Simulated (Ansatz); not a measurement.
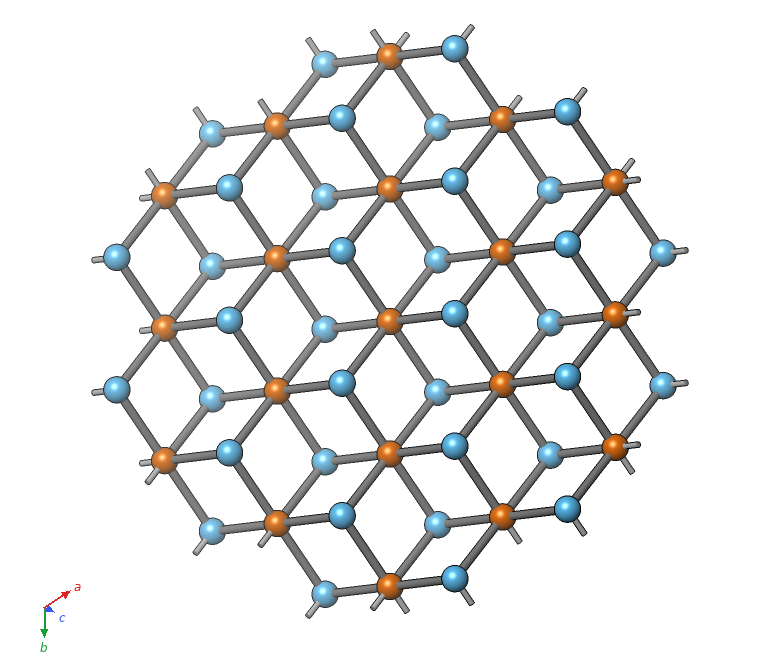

The picture shows a finite piece of the underlying net of a crystal structure, nodes on the atoms' positions. Nodes are coloured by topological kind. One layer is drawn. Edges to nodes outside the piece are drawn as stubs.

> Classify the net: periodicity, connectivity, name.

A binodal (3,6)-connected, two-periodic (layers) net. It is the kgd net, known from the layers of CdI2 (1T type).

> Give point symbol and coordination sequence of each kind of node.

3-connected node: 4^3, sequence 3, 12, 9, 24, 15, 36; 6-connected node: 4^6.6^6.8^3, sequence 6, 6, 18, 12, 30, 18.

Where the net comes from. The compound is PtSe₂ (space group P-3m1, No. 164), taken as a calculation's input that goes back to an entry of the Crystallography Open Database (an earlier step may have relaxed or displaced it). Bonds are taken as Pt–Se below 2.8 Å. The graph is simplified in the usual way: terminal and isolated atoms are pruned, two-connected atoms become edges. Se is a 3-connected node; Pt is a 6-connected node, in the ratio 2:1.
